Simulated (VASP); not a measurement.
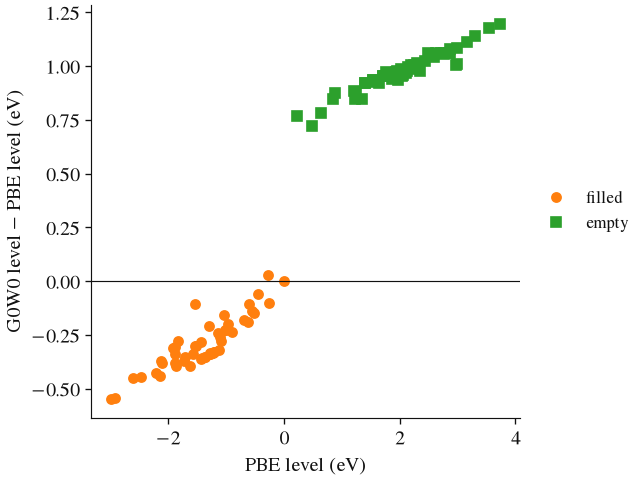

Change of each level from PBE to G0W0 against its PBE energy, both sets counted from their own valence top.

System: Bi$_{2}$Se$_{3}$, space group R-3m (No. 166), 5 atoms in the primitive cell; a = 4.143 Å, c = 28.636 Å (hexagonal axes). Starting point: PBE, VASP PAW PBE potentials, release 64 (Bi_d_GW, Se_GW), no spin polarisation, no spin-orbit coupling, 4×4×4 k mesh, 500 eV cutoff, Gaussian smearing of 0.01 eV (VASP 6.6.1). Many-body step: G0W0 with GW iterations 1, cutoff of the response function 120 eV, frequency points 50 and empty bands 420.

What does G0W0 do to the gap?

Answer. Over the k points that were corrected, the smallest gap goes from 0.22 eV in PBE (direct at Γ) to 0.99 eV in G0W0 (direct at Γ), a change of +0.77 eV.

Is the valence band stretched or squeezed?

Answer. Down to 3.0 eV under the top, the filled levels drop by about 0.17 eV more for each eV of depth, so the valence band is stretched by about 17 %.

What are the quasiparticle weights at the band edges?

Answer. The quasiparticle weight (renormalisation factor) lies between 0.81 and 0.83 for the top filled and first empty levels.

```csv
k point,PBE direct gap (eV),G0W0 direct gap (eV)
Γ,0.22,0.99
Z,1.08,1.93
L,1.40,2.38
```

The k mesh is coarse (spacing up to 0.44 Å⁻¹), so the values aren't converged. Bands, screening cutoff and mesh are small and nothing is extrapolated, so the quasiparticle values aren't converged. Spin-orbit coupling is left out, which matters for Bi and Se. With spin-orbit coupling the bands at Γ invert, which makes this a topological insulator.
